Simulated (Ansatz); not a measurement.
**Geometry relaxation of MgO (part 3 of 3)**

The same run, continued: MgO (interface cell, 24 atoms in the cell); DFT PBEsol, scalar-relativistic, plane waves, PAW, no spin polarisation (Ansatz 0.2.0); cutoff 420 eV, 12×12×1 k-mesh, Gaussian smearing of 0.05 eV. The structure derives from an entry of the Crystallography Open Database. It belongs to a series of runs on one base structure; here: symmetric tilt boundary Sigma 3 (1 1 1), mirror on a plane, shift [0, 0].

Geometry of the input (Å; fractional positions):
```
2.9799  0.0000  0.0000
-1.4900  2.5807  0.0000
0.0000  0.0000  29.1972
Mg 0.0000  0.0000  0.0000
O  0.0000  0.0000  0.1250
Mg 0.3333  0.6667  0.0833
O  0.6667  0.3333  0.0417
Mg 0.6667  0.3333  0.1667
O  0.3333  0.6667  0.2083
Mg 1.0000  1.0000  0.2500
O  1.0000  0.0000  0.3750
Mg 0.3333  0.6667  0.3333
O  0.6667  0.3333  0.2917
Mg 0.6667  0.3333  0.4167
O  0.3333  0.6667  0.4583
O  0.0000  0.0000  0.8750
Mg 0.3333  0.6667  0.9167
O  0.6667  0.3333  0.9583
Mg 0.6667  0.3333  0.8333
O  0.3333  0.6667  0.7917
Mg 1.0000  1.0000  0.7500
O  1.0000  0.0000  0.6250
Mg 0.3333  0.6667  0.6667
O  0.6667  0.3333  0.7083
Mg 0.6667  0.3333  0.5833
O  0.3333  0.6667  0.5417
Mg 1.0000  1.0000  0.5000
```

### File populations.tsv
```
# site	symbol	l	j	q
# orbitals = lowdin
# n_electrons = 192.000000
# spilling = 0.009577
0	Mg	0_2S	-	1.996219
0	Mg	0_3S	-	0.494016
0	Mg	1_2P	-	5.999784
1	O	0_2S	-	1.848264
1	O	1_2P	-	5.526950
2	Mg	0_2S	-	1.995942
2	Mg	0_3S	-	0.478517
2	Mg	1_2P	-	5.999746
3	O	0_2S	-	1.856035
3	O	1_2P	-	5.504639
4	Mg	0_2S	-	1.995807
4	Mg	0_3S	-	0.477972
4	Mg	1_2P	-	5.999747
5	O	0_2S	-	1.848179
5	O	1_2P	-	5.526779
6	Mg	0_2S	-	1.995808
6	Mg	0_3S	-	0.477905
6	Mg	1_2P	-	5.999747
7	O	0_2S	-	1.848264
7	O	1_2P	-	5.526950
8	Mg	0_2S	-	1.995807
8	Mg	0_3S	-	0.477972
8	Mg	1_2P	-	5.999747
9	O	0_2S	-	1.848179
9	O	1_2P	-	5.526779
10	Mg	0_2S	-	1.995942
10	Mg	0_3S	-	0.478517
10	Mg	1_2P	-	5.999746
11	O	0_2S	-	1.856035
11	O	1_2P	-	5.504639
12	O	0_2S	-	1.848264
12	O	1_2P	-	5.526950
13	Mg	0_2S	-	1.995942
13	Mg	0_3S	-	0.478517
13	Mg	1_2P	-	5.999746
14	O	0_2S	-	1.856035
14	O	1_2P	-	5.504639
15	Mg	0_2S	-	1.995807
15	Mg	0_3S	-	0.477972
15	Mg	1_2P	-	5.999747
16	O	0_2S	-	1.848179
16	O	1_2P	-	5.526779
17	Mg	0_2S	-	1.995808
17	Mg	0_3S	-	0.477905
17	Mg	1_2P	-	5.999747
18	O	0_2S	-	1.848264
18	O	1_2P	-	5.526950
19	Mg	0_2S	-	1.995807
19	Mg	0_3S	-	0.477972
19	Mg	1_2P	-	5.999747
20	O	0_2S	-	1.848179
20	O	1_2P	-	5.526779
21	Mg	0_2S	-	1.995942
21	Mg	0_3S	-	0.478517
21	Mg	1_2P	-	5.999746
22	O	0_2S	-	1.856035
22	O	1_2P	-	5.504639
23	Mg	0_2S	-	1.996219
23	Mg	0_3S	-	0.494016
23	Mg	1_2P	-	5.999784
```

### Trajectory as extended XYZ (Å, eV, eV/Å), 7 frames, from step=1 to step=7
```
24
Lattice="2.9799 0.0000 0.0000 -1.4900 2.5807 0.0000 0.0000 0.0000 29.1972" Properties=species:S:1:pos:R:3:forces:R:3 step=1 energy=-29709.29534 pressure_GPa=1.13
Mg    0.0000    0.0000    0.0000    0.0000   0.0000   0.0000
O     0.0000    0.0000    3.6497    0.0000   0.0000   0.0035
Mg    0.0000    1.7205    2.4331    0.0000   0.0000   0.1937
O     1.4900    0.8602    1.2166    0.0000   0.0000   1.1004
Mg    1.4900    0.8602    4.8662    0.0000   0.0000  -0.0042
O     0.0000    1.7205    6.0828    0.0000   0.0000   0.0001
Mg    1.4900    2.5807    7.2993    0.0000   0.0000   0.0000
O     2.9799    0.0000   10.9490    0.0000   0.0000  -0.0035
Mg    0.0000    1.7205    9.7324    0.0000   0.0000   0.0042
O     1.4900    0.8602    8.5159    0.0000   0.0000  -0.0001
Mg    1.4900    0.8602   12.1655    0.0000   0.0000  -0.1937
O     0.0000    1.7205   13.3821    0.0000   0.0000  -1.1004
O     0.0000    0.0000   25.5476    0.0000   0.0000  -0.0035
Mg    0.0000    1.7205   26.7641    0.0000   0.0000  -0.1937
O     1.4900    0.8602   27.9807    0.0000   0.0000  -1.1004
Mg    1.4900    0.8602   24.3310    0.0000   0.0000   0.0042
O     0.0000    1.7205   23.1145    0.0000   0.0000  -0.0001
Mg    1.4900    2.5807   21.8979    0.0000   0.0000   0.0000
O     2.9799    0.0000   18.2483    0.0000   0.0000   0.0035
Mg    0.0000    1.7205   19.4648    0.0000   0.0000  -0.0042
O     1.4900    0.8602   20.6814    0.0000   0.0000   0.0001
Mg    1.4900    0.8602   17.0317    0.0000   0.0000   0.1937
O     0.0000    1.7205   15.8152    0.0000   0.0000   1.1004
Mg    1.4900    2.5807   14.5986    0.0000   0.0000   0.0000
24
Lattice="2.9799 0.0000 0.0000 -1.4900 2.5807 0.0000 0.0000 0.0000 29.4723" Properties=species:S:1:pos:R:3:forces:R:3 step=2 energy=-29709.47539 pressure_GPa=-0.62
Mg    0.0000    0.0000    0.0000    0.0000   0.0000   0.0000
O     0.0000    0.0000    3.7202    0.0000   0.0000  -0.0013
Mg    0.0000    1.7205    2.5046    0.0000   0.0000  -0.0763
O     1.4900    0.8602    1.2814    0.0000   0.0000   0.2683
Mg    1.4900    0.8602    4.9359    0.0000   0.0000   0.0017
O     0.0000    1.7205    6.1520    0.0000   0.0000   0.0010
Mg    1.4900    2.5807    7.3681    0.0000   0.0000   0.0000
O     2.9799    0.0000   11.0159    0.0000   0.0000   0.0013
Mg    0.0000    1.7205    9.8002    0.0000   0.0000  -0.0017
O     1.4900    0.8602    8.5842    0.0000   0.0000  -0.0010
Mg    1.4900    0.8602   12.2316    0.0000   0.0000   0.0763
O     0.0000    1.7205   13.4548    0.0000   0.0000  -0.2683
O     0.0000    0.0000   25.7521    0.0000   0.0000   0.0013
Mg    0.0000    1.7205   26.9677    0.0000   0.0000   0.0763
O     1.4900    0.8602   28.1909    0.0000   0.0000  -0.2683
Mg    1.4900    0.8602   24.5364    0.0000   0.0000  -0.0017
O     0.0000    1.7205   23.3203    0.0000   0.0000  -0.0010
Mg    1.4900    2.5807   22.1042    0.0000   0.0000   0.0000
O     2.9799    0.0000   18.4564    0.0000   0.0000  -0.0013
Mg    0.0000    1.7205   19.6721    0.0000   0.0000   0.0017
O     1.4900    0.8602   20.8881    0.0000   0.0000   0.0010
Mg    1.4900    0.8602   17.2407    0.0000   0.0000  -0.0763
O     0.0000    1.7205   16.0175    0.0000   0.0000   0.2683
Mg    1.4900    2.5807   14.7362    0.0000   0.0000   0.0000
24
Lattice="2.9799 0.0000 0.0000 -1.4900 2.5807 0.0000 0.0000 0.0000 29.4984" Properties=species:S:1:pos:R:3:forces:R:3 step=3 energy=-29709.48145 pressure_GPa=-0.77
Mg    0.0000    0.0000    0.0000    0.0000   0.0000   0.0000
O     0.0000    0.0000    3.7268    0.0000   0.0000   0.0007
Mg    0.0000    1.7205    2.5112    0.0000   0.0000  -0.0480
O     1.4900    0.8602    1.2939    0.0000   0.0000   0.0717
Mg    1.4900    0.8602    4.9426    0.0000   0.0000   0.0011
O     0.0000    1.7205    6.1586    0.0000   0.0000   0.0003
Mg    1.4900    2.5807    7.3746    0.0000   0.0000   0.0000
O     2.9799    0.0000   11.0224    0.0000   0.0000  -0.0007
Mg    0.0000    1.7205    9.8066    0.0000   0.0000  -0.0011
O     1.4900    0.8602    8.5906    0.0000   0.0000  -0.0003
Mg    1.4900    0.8602   12.2380    0.0000   0.0000   0.0480
O     0.0000    1.7205   13.4552    0.0000   0.0000  -0.0717
O     0.0000    0.0000   25.7715    0.0000   0.0000  -0.0007
Mg    0.0000    1.7205   26.9871    0.0000   0.0000   0.0480
O     1.4900    0.8602   28.2044    0.0000   0.0000  -0.0717
Mg    1.4900    0.8602   24.5558    0.0000   0.0000  -0.0011
O     0.0000    1.7205   23.3398    0.0000   0.0000  -0.0003
Mg    1.4900    2.5807   22.1238    0.0000   0.0000   0.0000
O     2.9799    0.0000   18.4760    0.0000   0.0000   0.0007
Mg    0.0000    1.7205   19.6918    0.0000   0.0000   0.0011
O     1.4900    0.8602   20.9078    0.0000   0.0000   0.0003
Mg    1.4900    0.8602   17.2604    0.0000   0.0000  -0.0480
O     0.0000    1.7205   16.0431    0.0000   0.0000   0.0717
Mg    1.4900    2.5807   14.7492    0.0000   0.0000   0.0000
24
Lattice="2.9799 0.0000 0.0000 -1.4900 2.5807 0.0000 0.0000 0.0000 29.4828" Properties=species:S:1:pos:R:3:forces:R:3 step=4 energy=-29709.48246 pressure_GPa=-0.69
Mg    0.0000    0.0000    0.0000    0.0000   0.0000   0.0000
O     0.0000    0.0000    3.7233    0.0000   0.0000  -0.0020
Mg    0.0000    1.7205    2.5075    0.0000   0.0000   0.0159
O     1.4900    0.8602    1.2969    0.0000   0.0000  -0.0177
Mg    1.4900    0.8602    4.9386    0.0000   0.0000   0.0072
O     0.0000    1.7205    6.1549    0.0000   0.0000  -0.0030
Mg    1.4900    2.5807    7.3707    0.0000   0.0000   0.0000
O     2.9799    0.0000   11.0182    0.0000   0.0000   0.0020
Mg    0.0000    1.7205    9.8028    0.0000   0.0000  -0.0072
O     1.4900    0.8602    8.5866    0.0000   0.0000   0.0030
Mg    1.4900    0.8602   12.2340    0.0000   0.0000  -0.0159
O     0.0000    1.7205   13.4445    0.0000   0.0000   0.0177
O     0.0000    0.0000   25.7596    0.0000   0.0000   0.0020
Mg    0.0000    1.7205   26.9754    0.0000   0.0000  -0.0159
O     1.4900    0.8602   28.1859    0.0000   0.0000   0.0177
Mg    1.4900    0.8602   24.5442    0.0000   0.0000  -0.0072
O     0.0000    1.7205   23.3280    0.0000   0.0000   0.0030
Mg    1.4900    2.5807   22.1121    0.0000   0.0000   0.0000
O     2.9799    0.0000   18.4647    0.0000   0.0000  -0.0020
Mg    0.0000    1.7205   19.6800    0.0000   0.0000   0.0072
O     1.4900    0.8602   20.8963    0.0000   0.0000  -0.0030
Mg    1.4900    0.8602   17.2489    0.0000   0.0000   0.0159
O     0.0000    1.7205   16.0383    0.0000   0.0000  -0.0177
Mg    1.4900    2.5807   14.7414    0.0000   0.0000   0.0000
24
Lattice="2.9799 0.0000 0.0000 -1.4900 2.5807 0.0000 0.0000 0.0000 29.4828" Properties=species:S:1:pos:R:3:forces:R:3 step=5 energy=-29709.49270 pressure_GPa=-0.61
Mg    0.0000    0.0000    0.0000    0.0000   0.0000   0.0000
O     0.0000    0.0000    3.7233    0.0000   0.0000  -0.0021
Mg    0.0000    1.7205    2.5075    0.0000   0.0000   0.0159
O     1.4900    0.8602    1.2969    0.0000   0.0000  -0.0182
Mg    1.4900    0.8602    4.9386    0.0000   0.0000   0.0072
O     0.0000    1.7205    6.1549    0.0000   0.0000  -0.0030
Mg    1.4900    2.5807    7.3707    0.0000   0.0000   0.0000
O     2.9799    0.0000   11.0182    0.0000   0.0000   0.0021
Mg    0.0000    1.7205    9.8028    0.0000   0.0000  -0.0072
O     1.4900    0.8602    8.5866    0.0000   0.0000   0.0030
Mg    1.4900    0.8602   12.2340    0.0000   0.0000  -0.0159
O     0.0000    1.7205   13.4445    0.0000   0.0000   0.0182
O     0.0000    0.0000   25.7596    0.0000   0.0000   0.0021
Mg    0.0000    1.7205   26.9754    0.0000   0.0000  -0.0159
O     1.4900    0.8602   28.1859    0.0000   0.0000   0.0182
Mg    1.4900    0.8602   24.5442    0.0000   0.0000  -0.0072
O     0.0000    1.7205   23.3280    0.0000   0.0000   0.0030
Mg    1.4900    2.5807   22.1121    0.0000   0.0000   0.0000
O     2.9799    0.0000   18.4647    0.0000   0.0000  -0.0021
Mg    0.0000    1.7205   19.6800    0.0000   0.0000   0.0072
O     1.4900    0.8602   20.8963    0.0000   0.0000  -0.0030
Mg    1.4900    0.8602   17.2489    0.0000   0.0000   0.0159
O     0.0000    1.7205   16.0383    0.0000   0.0000  -0.0182
Mg    1.4900    2.5807   14.7414    0.0000   0.0000   0.0000
24
Lattice="2.9799 0.0000 0.0000 -1.4900 2.5807 0.0000 0.0000 0.0000 29.5018" Properties=species:S:1:pos:R:3:forces:R:3 step=6 energy=-29709.49227 pressure_GPa=-0.71
Mg    0.0000    0.0000    0.0000    0.0000   0.0000   0.0000
O     0.0000    0.0000    3.7262    0.0000   0.0000   0.0000
Mg    0.0000    1.7205    2.5098    0.0000   0.0000   0.0001
O     1.4900    0.8602    1.2970    0.0000   0.0000  -0.0001
Mg    1.4900    0.8602    4.9425    0.0000   0.0000   0.0001
O     0.0000    1.7205    6.1590    0.0000   0.0000  -0.0001
Mg    1.4900    2.5807    7.3755    0.0000   0.0000   0.0000
O     2.9799    0.0000   11.0247    0.0000   0.0000   0.0000
Mg    0.0000    1.7205    9.8084    0.0000   0.0000  -0.0001
O     1.4900    0.8602    8.5919    0.0000   0.0000   0.0001
Mg    1.4900    0.8602   12.2411    0.0000   0.0000  -0.0001
O     0.0000    1.7205   13.4539    0.0000   0.0000   0.0001
O     0.0000    0.0000   25.7756    0.0000   0.0000   0.0000
Mg    0.0000    1.7205   26.9920    0.0000   0.0000  -0.0001
O     1.4900    0.8602   28.2048    0.0000   0.0000   0.0001
Mg    1.4900    0.8602   24.5593    0.0000   0.0000  -0.0001
O     0.0000    1.7205   23.3428    0.0000   0.0000   0.0001
Mg    1.4900    2.5807   22.1264    0.0000   0.0000   0.0000
O     2.9799    0.0000   18.4771    0.0000   0.0000   0.0000
Mg    0.0000    1.7205   19.6934    0.0000   0.0000   0.0001
O     1.4900    0.8602   20.9099    0.0000   0.0000  -0.0001
Mg    1.4900    0.8602   17.2607    0.0000   0.0000   0.0001
O     0.0000    1.7205   16.0479    0.0000   0.0000  -0.0001
Mg    1.4900    2.5807   14.7509    0.0000   0.0000   0.0000
24
Lattice="2.9799 0.0000 0.0000 -1.4900 2.5807 0.0000 0.0000 0.0000 29.5018" Properties=species:S:1:pos:R:3:forces:R:3 step=7 energy=-29709.49292 pressure_GPa=-0.71
Mg    0.0000    0.0000    0.0000    0.0000   0.0000   0.0000
O     0.0000    0.0000    3.7262    0.0000   0.0000   0.0000
Mg    0.0000    1.7205    2.5098    0.0000   0.0000   0.0001
O     1.4900    0.8602    1.2970    0.0000   0.0000  -0.0002
Mg    1.4900    0.8602    4.9425    0.0000   0.0000   0.0001
O     0.0000    1.7205    6.1590    0.0000   0.0000  -0.0001
Mg    1.4900    2.5807    7.3755    0.0000   0.0000   0.0000
O     2.9799    0.0000   11.0247    0.0000   0.0000   0.0000
Mg    0.0000    1.7205    9.8084    0.0000   0.0000  -0.0001
O     1.4900    0.8602    8.5919    0.0000   0.0000   0.0001
Mg    1.4900    0.8602   12.2411    0.0000   0.0000  -0.0001
O     0.0000    1.7205   13.4539    0.0000   0.0000   0.0002
O     0.0000    0.0000   25.7756    0.0000   0.0000   0.0000
Mg    0.0000    1.7205   26.9920    0.0000   0.0000  -0.0001
O     1.4900    0.8602   28.2048    0.0000   0.0000   0.0002
Mg    1.4900    0.8602   24.5593    0.0000   0.0000  -0.0001
O     0.0000    1.7205   23.3428    0.0000   0.0000   0.0001
Mg    1.4900    2.5807   22.1264    0.0000   0.0000   0.0000
O     2.9799    0.0000   18.4771    0.0000   0.0000   0.0000
Mg    0.0000    1.7205   19.6934    0.0000   0.0000   0.0001
O     1.4900    0.8602   20.9099    0.0000   0.0000  -0.0001
Mg    1.4900    0.8602   17.2607    0.0000   0.0000   0.0001
O     0.0000    1.7205   16.0479    0.0000   0.0000  -0.0002
Mg    1.4900    2.5807   14.7509    0.0000   0.0000   0.0000
```

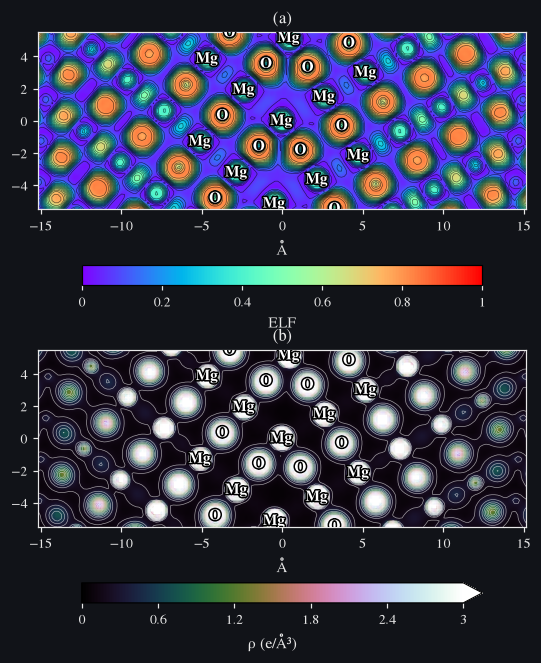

**Figure 1.** (a) ELF; (b) valence pseudo-density on the (111) plane of the calculation cell. Mg–O (2.11 Å): ρ is about 0.34 e/Å³ halfway; the ELF is about 0.30 at the midpoint, which marks ionic bonding with no shared pair. Mg–O (2.15 Å): ρ is about 0.31 e/Å³ halfway; the ELF is about 0.35 at the midpoint, which marks a closed-shell, largely ionic contact. Away from the nuclei the density in this plane falls to 0.05 e/Å³ at its lowest. The fields are those of the smooth PAW valence density.

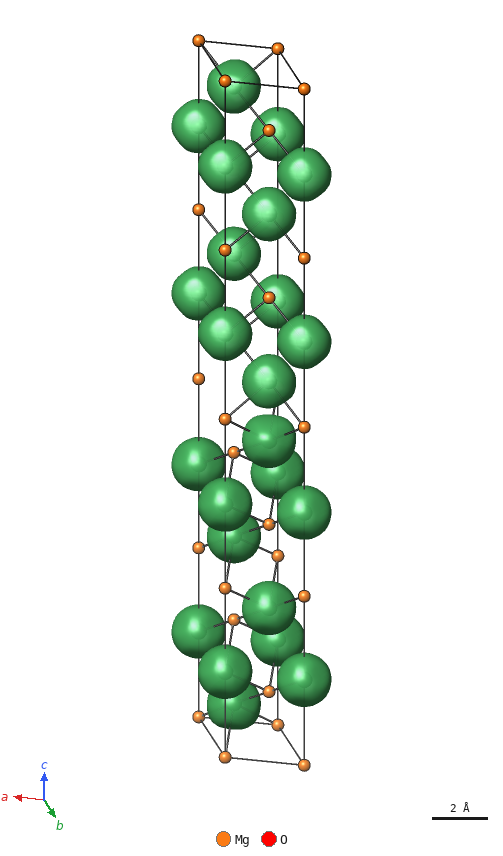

**Figure 2.** Isosurface of the electron localisation function at 0.6 (green), seen at an oblique angle. Core shells and regions of very low density are left out. Sticks mark near contacts. The outline is the calculation cell. Values along the shortest contacts: Mg–O (2.10 Å): the ELF is about 0.30 at the midpoint, which marks ionic bonding with no shared pair. Mg–O (2.15 Å): the ELF is about 0.35 at the midpoint, as expected for ionic bonding with no shared pair.

### Results in brief

```tsv
quantity	value
outcome	converged
electrons treated	192
free energy	−29709.4929 eV
Fermi energy	10.031 eV
gap on the k-point mesh	4.12 eV
final volume	226.88 Å³
largest force (length of the vector) at the end	under 0.001 eV/Å
wall time	97 s (CPU time 3.2 min)
peak memory	0.88 GiB
```
